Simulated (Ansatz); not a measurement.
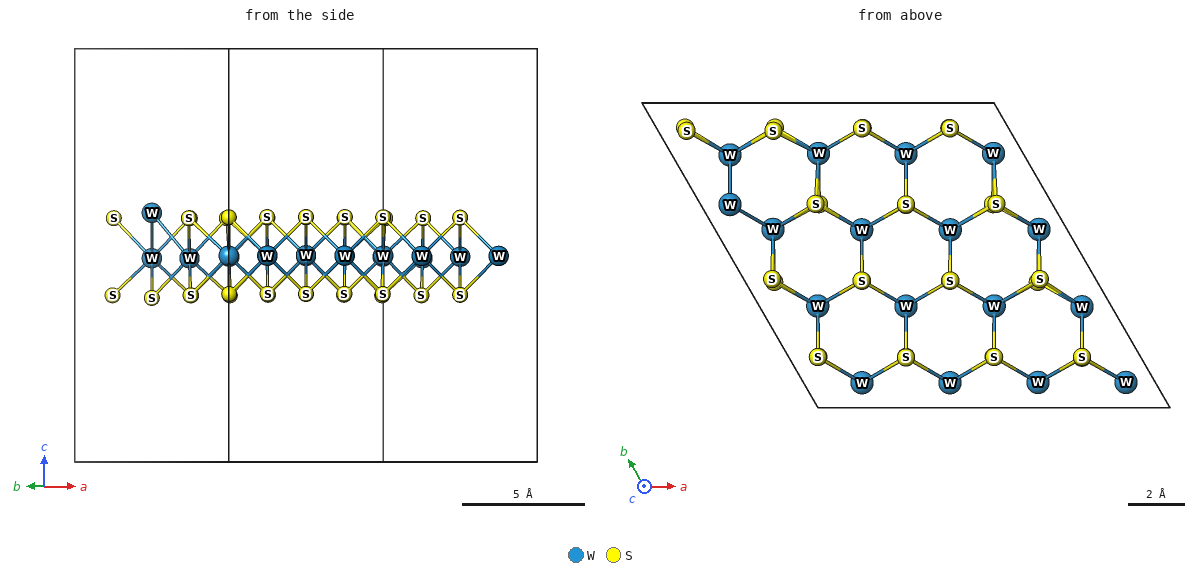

A ball-and-stick picture of a periodic sheet, seen from the side and from above. The surface normal points up in side views; the box is the simulation cell.

The cell holds 17 W, 31 S.

Give the termination of both faces.

The top face ends in S and W, the bottom face in S. The faces differ, so the slab can carry a dipole.

How far does the slab extend along the normal?

About 3.5 Å from the lowest to the highest atom, with about 13 Å of vacuum to the next image.

Count the planes and say what each contains, starting at the top.

Three planes: WS15 / W / S.

The structure comes from a structure listed in the Materials Project, repeated into a supercell with a point defect put in. The atoms were relaxed in a fixed cell with DFT PBE+D3(BJ), scalar-relativistic, plane waves, PAW in Ansatz.
